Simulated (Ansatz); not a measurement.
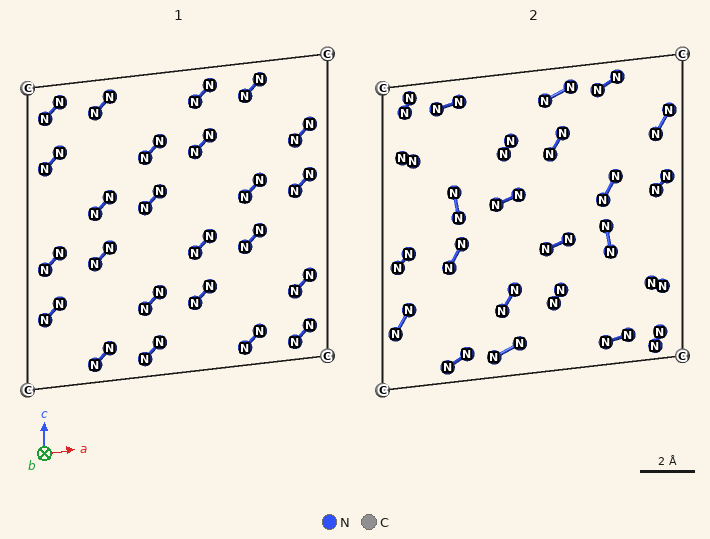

Two geometries of a defect cell of composition CN48, drawn at one scale. One is the start of a relaxation, the other its converged end. Style: ball-and-stick. Shown: the cell of the calculation, along the b axis.

Level of theory: DFT PBEsol, scalar-relativistic, plane waves, PAW (Ansatz). Set-up: plane-wave cutoff 420 eV; k-point mesh 2 × 2 × 2; occupations gaussian; smearing width 0.01 eV; mesh shifted by (0.5, 0.5, 0.5); no spin polarisation; atoms relaxed in a fixed cell; force threshold 0.025 eV/Å; at most 45 steps.

Question: Which geometry has the lower energy?

Answer: Structure 2 is the relaxed one. Case: C interstitial, charge +0, atoms relaxed at the host's cell. After 15 accepted moves (23 points after the start) the energy has fallen by 0.368 eV per cell of the calculation. The largest force component goes from 0.2 to 0.0086 eV/Å. The line search rejected the trial steps at points 1, 7, 9, 13, 18 of the run. 3 steps only repeated the SCF at the same geometry. The forces were under the threshold at step 8, but the run went on from there. The largest moves, 0.57 Å, are those of N atoms. C stays in place. The lattice vectors keep their values. Near-neighbour distances that change, for instance: N–N 1.100 → 1.107 Å. The run may lie on a higher electronic state than the lowest, so the end point isn't shown to be the ground-state structure.
